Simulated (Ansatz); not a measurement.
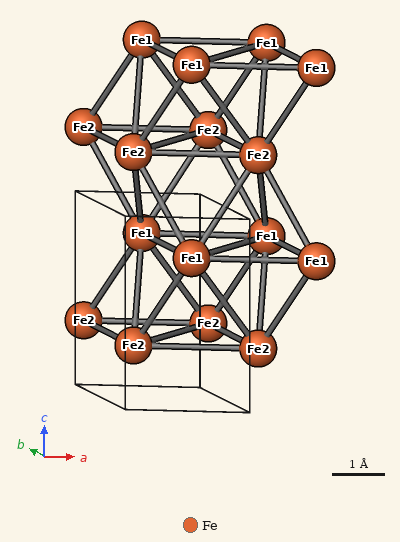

**Figure 1.** The structure as given in the input (ball-and-stick view of the cell of the calculation, repeated 2 × 2 × 2, seen slightly off an axis; atoms are numbered from 1 in the order of the input).

## Fe: one change and its effect

System: Fe (2 atoms in the cell).
Method of run 1: Kohn-Sham DFT of a periodic cell, PBEsol, Ansatz PAW, spin-polarised (Ansatz 0.2.0).

The structure derives from a Materials Project entry. Text and figures count atoms from 1; the logs count them from 0 in places.

## Input file, run 1
```yaml
crystal:
  lattice:
    - [2.4341575853, 0.0, 0.0]
    - [-1.2170787927, 2.1080423057, 0.0]
    - [0.0, 0.0, 3.84193447]
  atoms:
    - { symbol: Fe, position: [0.6666666667, 0.3333333333, 0.75], spin: 3.0 }
    - { symbol: Fe, position: [0.3333333333, 0.6666666667, 0.25], spin: -3.0 }
hamiltonian:
  xc: pbesol
  pseudopotentials: { kind: paw }
magnetization:
  spin_polarized: true
kpoints:
  mp_grid: { grid: [12, 12, 7] }
scf:
  occupations: { method: fermi_dirac, width: 0.05 }
output:
  forces: true
  stress: true
  eigenvalues: true
```

Command:
```bash
ansatz run input.yaml --threads 2 --pin off --max-ram 5632MiB --backend cpu --events-out ev --progress --plain --runs-dir out
```

Hardware: 2 threads of Arm Neoverse V2, 24 GiB of memory available, shared host.

## Output, shortened to warnings, some set-up lines, iterations and results (run 1)
```
WARN: the starting moments were not kept: the SCF closed with an absolute magnetisation of 5.0e-6 μB, where they sum to 6 μB in size (2 sites). That is at most 0.1 of that sum. Measured as dr2_m measures the in/out step, that magnetisation stands 2.3e-11 eV from none, at or under the dr2_threshold of 1.0e-7 eV: it is no larger than a step whose dr2_m would equal this threshold. The system may …
Basis set: ecut = 420 eV, 391 PW (Γ), exchange–correlation on 36×36×54 points (8 copies of the dense FFT grid, shifted against one another)
Symmetry: 12 space group operations
k-points: 76 of 1008 (time reversal used)
Initial density: superposition of atomic densities (chi_scale 0.1, normalization cell)
[...]
SCF iter   1: F=—  HF=-8900.477774 eV  |F-HF|=—  |Δ(HF+E_count)|=         —  Δρ=2.84e-1 (↑2.84e-1 ↓2.84e-1)  dr2=6.30e0  dr2_m=1.23e1  M=0.000 μB ∫|m|=1.535 μB  β_m=0.30  …
SCF iter   2: F=—  HF=-8897.030841 eV  |F-HF|=—  |Δ(HF+E_count)|=    3.45e0  Δρ=1.65e-1 (↑1.65e-1 ↓1.65e-1)  dr2=7.96e-1  dr2_m=4.67e0  M=-0.000 μB ∫|m|=1.832 μB  β_m=0.49  …
SCF iter   3: F=—  HF=-8897.717973 eV  |F-HF|=—  |Δ(HF+E_count)|=   6.87e-1  Δρ=9.67e-2 (↑9.67e-2 ↓9.67e-2)  dr2=5.31e-1  dr2_m=1.50e0  M=0.000 μB ∫|m|=1.215 μB  β_m=0.54  …
SCF iter   4: F=—  HF=-8897.761275 eV  |F-HF|=—  |Δ(HF+E_count)|=   4.33e-2  Δρ=2.84e-2 (↑2.84e-2 ↓2.84e-2)  dr2=3.27e-2  dr2_m=1.34e-1  M=-0.000 μB ∫|m|=0.591 μB  β_m=0.77  …
SCF iter   5: F=—  HF=-8897.728408 eV  |F-HF|=—  |Δ(HF+E_count)|=   3.29e-2  Δρ=5.75e-3 (↑5.75e-3 ↓5.75e-3)  dr2=1.28e-2  dr2_m=1.58e-3  M=-0.000 μB ∫|m|=0.070 μB  β_m=0.77  …
[... 5 lines ...]
SCF iter  11: F=—  HF=-8897.763154 eV  |F-HF|=—  |Δ(HF+E_count)|=   1.73e-7  Δρ=1.64e-5 (↑1.64e-5 ↓1.24e-5)  dr2=1.08e-7  dr2_m=3.34e-9  M=-0.000 μB ∫|m|=0.000 μB  β_m=0.82  …
SCF iter  12: F=—  HF=-8897.763154 eV  |F-HF|=—  |Δ(HF+E_count)|=   6.77e-8  Δρ=4.17e-6 (↑4.17e-6 ↓1.47e-6)  dr2=3.61e-9  dr2_m=1.31e-9  M=-0.000 μB ∫|m|=0.000 μB  β_m=0.78  …
SCF iter  13: F=—  HF=-8897.763154 eV  |F-HF|=—  |Δ(HF+E_count)|=  5.35e-10  Δρ=6.02e-7 (↑6.02e-7 ↓5.91e-7)  dr2=1.49e-10  dr2_m=3.39e-12  M=-0.000 μB ∫|m|=0.000 μB  β_m=0.71 …
SCF iter  14: F=-8897.763154 eV  HF=-8897.763154 eV  |F-HF|=3.91e-10  |Δ(HF+E_count)|=  7.28e-12  Δρ=7.82e-7 (↑7.82e-7 ↓6.30e-7)  dr2=4.16e-10  dr2_m=2.21e-12  M=-0.000 μB …
SCF 1 converged in 14 iterations: F = -8897.763154 eV  dr2 = 4.16e-10
WARN: the starting moments were not kept: the SCF closed with an absolute magnetisation of 5.0e-6 μB, where they sum to 6 μB in size (2 sites). That is at most 0.1 of that sum. Measured as dr2_m measures the in/out step, that magnetisation stands 2.3e-11 eV from none, at or under the dr2_threshold …
SCF converged after 14 iterations
Magnetization: -0.0000 μB (16.0000 up, 16.0000 down)
Absolute magnetization: 0.0000 μB (∫|ρ↑−ρ↓|, with the PAW one-centre terms)
Spin contamination: 0.0000 ħ² per cell (⟨S²⟩ above its minimum at these occupations)
Per-site moments (μB) at R_I (Å): [(2.373838451908846e-6, 0.9818155270763972), (-2.50226957274639e-6, 0.9818155270763972)]
Free energy (F): -8897.763154 eV
Harris-Foulkes:  -8897.763154 eV  (|F-HF|=3.91e-10)
Internal energy: -8897.743686 eV  (E = F + TS)
E sigma→0 (E₀):  -8897.753420 eV
Entropy (-TS):   -0.019468 eV (-9.734 meV/atom)
Fermi energy:    21.803960 eV
--- Per-component energies (eV) ---
  E_band       = -330.508567
  E_kinetic    = 713.439390
  E_local      = -3767.870486  (includes V_loc(G=0)·N_el)
  E_nonlocal   = 428.117038
  E_hartree    = 1595.434275
  E_xc         = -238.614617
  E_vxc        = -308.707320  (∫ρ·V_xc dr)
  E_paw        = -2663.939935  (= ΣΔE_a)
  E_vpaw       = -586.358354  (= ΣTr[D̂ρ^β])
[...]
```

For run 2 the input was changed thus:
```diff
-    - { symbol: Fe, position: [0.3333333333, 0.6666666667, 0.25], spin: -3.0 }
+    - { symbol: Fe, position: [0.3333333333, 0.6666666667, 0.25], spin: 3.0 }
```

Predict how the results change.

The energy is the same within 0.01 meV per atom. The SCF takes 11 iterations against 14. On the same kind of shared host run 2 took about 0.18 times as long.

## Output, shortened to warnings, some set-up lines, iterations and results (run 2)
```
WARN: the starting moments were not kept: the SCF closed with an absolute magnetisation of 1.2e-6 μB, where they sum to 6 μB in size (2 sites). That is at most 0.1 of that sum. Measured as dr2_m measures the in/out step, that magnetisation stands 1.3e-12 eV from none, at or under the dr2_threshold of 1.0e-7 eV: it is no larger than a step whose dr2_m would equal this threshold. The system may …
Basis set: ecut = 420 eV, 391 PW (Γ), exchange–correlation on 36×36×54 points (8 copies of the dense FFT grid, shifted against one another)
Symmetry: 24 space group operations
k-points: 76 of 1008
Initial density: superposition of atomic densities (chi_scale 0.1, normalization cell)
[...]
SCF iter   1: F=—  HF=-8901.004425 eV  |F-HF|=—  |Δ(HF+E_count)|=         —  Δρ=4.18e-1 (↑4.18e-1 ↓2.16e-1)  dr2=6.42e0  dr2_m=1.77e1  M=0.662 μB ∫|m|=0.716 μB  β_m=0.30  …
SCF iter   2: F=—  HF=-8897.409411 eV  |F-HF|=—  |Δ(HF+E_count)|=    3.60e0  Δρ=2.52e-1 (↑2.52e-1 ↓1.85e-1)  dr2=8.31e-1  dr2_m=8.55e0  M=0.697 μB ∫|m|=0.736 μB  β_m=0.57  …
SCF iter   3: F=—  HF=-8898.642365 eV  |F-HF|=—  |Δ(HF+E_count)|=    1.23e0  Δρ=1.44e-1 (↑1.44e-1 ↓2.93e-2)  dr2=2.60e0  dr2_m=9.75e-1  M=0.164 μB ∫|m|=0.200 μB  β_m=0.50  …
SCF iter   4: F=—  HF=-8897.714534 eV  |F-HF|=—  |Δ(HF+E_count)|=   9.28e-1  Δρ=2.37e-2 (↑3.47e-3 ↓2.37e-2)  dr2=5.51e-2  dr2_m=2.85e-2  M=0.073 μB ∫|m|=0.104 μB  β_m=0.75  …
SCF iter   5: F=—  HF=-8897.769299 eV  |F-HF|=—  |Δ(HF+E_count)|=   5.48e-2  Δρ=8.88e-3 (↑7.92e-3 ↓8.88e-3)  dr2=3.27e-2  dr2_m=3.14e-4  M=0.004 μB ∫|m|=0.020 μB  β_m=0.87  …
SCF iter   6: F=—  HF=-8897.763104 eV  |F-HF|=—  |Δ(HF+E_count)|=   6.19e-3  Δρ=1.29e-3 (↑5.94e-4 ↓1.29e-3)  dr2=4.28e-4  dr2_m=3.05e-5  M=-0.003 μB ∫|m|=0.003 μB  β_m=0.80  …
SCF iter   7: F=—  HF=-8897.763154 eV  |F-HF|=—  |Δ(HF+E_count)|=   5.04e-5  Δρ=2.96e-4 (↑1.52e-4 ↓2.96e-4)  dr2=1.73e-5  dr2_m=2.62e-6  M=-0.001 μB ∫|m|=0.001 μB  β_m=0.90  …
SCF iter   8: F=—  HF=-8897.763154 eV  |F-HF|=—  |Δ(HF+E_count)|=   1.32e-7  Δρ=1.67e-5 (↑1.54e-5 ↓1.67e-5)  dr2=1.68e-8  dr2_m=3.85e-8  M=0.000 μB ∫|m|=0.000 μB  β_m=0.89  …
SCF iter   9: F=—  HF=-8897.763154 eV  |F-HF|=—  |Δ(HF+E_count)|=   3.74e-8  Δρ=1.72e-5 (↑7.92e-6 ↓1.72e-5)  dr2=9.98e-9  dr2_m=2.56e-8  M=0.000 μB ∫|m|=0.000 μB  β_m=0.94  …
SCF iter  10: F=—  HF=-8897.763154 eV  |F-HF|=—  |Δ(HF+E_count)|=   4.95e-9  Δρ=1.56e-6 (↑1.56e-6 ↓1.51e-6)  dr2=1.22e-9  dr2_m=3.78e-12  M=-0.000 μB ∫|m|=0.000 μB  β_m=0.90  …
SCF iter  11: F=-8897.763154 eV  HF=-8897.763154 eV  |F-HF|=1.40e-10  |Δ(HF+E_count)|=  8.37e-11  Δρ=6.04e-7 (↑5.17e-7 ↓6.04e-7)  dr2=1.70e-10  dr2_m=5.90e-13  M=-0.000 μB …
SCF 1 converged in 11 iterations: F = -8897.763154 eV  dr2 = 1.70e-10
WARN: the starting moments were not kept: the SCF closed with an absolute magnetisation of 1.2e-6 μB, where they sum to 6 μB in size (2 sites). That is at most 0.1 of that sum. Measured as dr2_m measures the in/out step, that magnetisation stands 1.3e-12 eV from none, at or under the dr2_threshold …
SCF converged after 11 iterations
Magnetization: -0.0000 μB (16.0000 up, 16.0000 down)
Absolute magnetization: 0.0000 μB (∫|ρ↑−ρ↓|, with the PAW one-centre terms)
Spin contamination: 0.0000 ħ² per cell (⟨S²⟩ above its minimum at these occupations)
Per-site moments (μB) at R_I (Å): [(-5.934575270256253e-7, 0.9818155270763972), (-5.934575273908284e-7, 0.9818155270763972)]
Free energy (F): -8897.763154 eV
Harris-Foulkes:  -8897.763154 eV  (|F-HF|=1.40e-10)
Internal energy: -8897.743686 eV  (E = F + TS)
E sigma→0 (E₀):  -8897.753420 eV
Entropy (-TS):   -0.019468 eV (-9.734 meV/atom)
Fermi energy:    21.803963 eV
--- Per-component energies (eV) ---
  E_band       = -330.508491
  E_kinetic    = 713.439395
  E_local      = -3767.870216  (includes V_loc(G=0)·N_el)
  E_nonlocal   = 428.116954
  E_hartree    = 1595.434063
  E_xc         = -238.614630
  E_vxc        = -308.707337  (∫ρ·V_xc dr)
  E_paw        = -2663.939901  (= ΣΔE_a)
  E_vpaw       = -586.358350  (= ΣTr[D̂ρ^β])
[...]
```

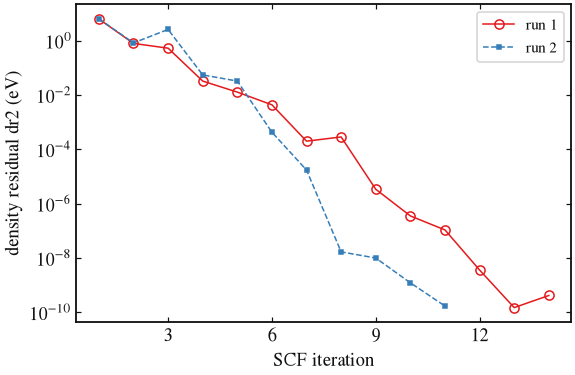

**Figure 2.** Convergence of the two runs: density residual dr2 against the SCF iteration. Run 1 takes 14 iterations in all, and run 2 takes 11.

## The two runs side by side

```tsv
quantity	run 1	run 2
outcome	converged	converged
free energy per atom (eV)	−4448.8816	−4448.8816
energy per atom, smearing taken to zero (eV)	−4448.8767	−4448.8767
gap on the mesh (eV)	0.00	0.00
net moment of the cell (μB)	0.00	0.00
absolute moment of the cell (μB)	0.00	0.00
pressure (GPa)	−1.45	−1.45
largest force (eV/Å)	0.000	0.000
SCF iterations	14	11
irreducible k-points	76	76
plane waves at Γ	391	391
wall time (shared host)	21 s	3.7 s
```

For both runs: Warnings: some starting moments were not kept.
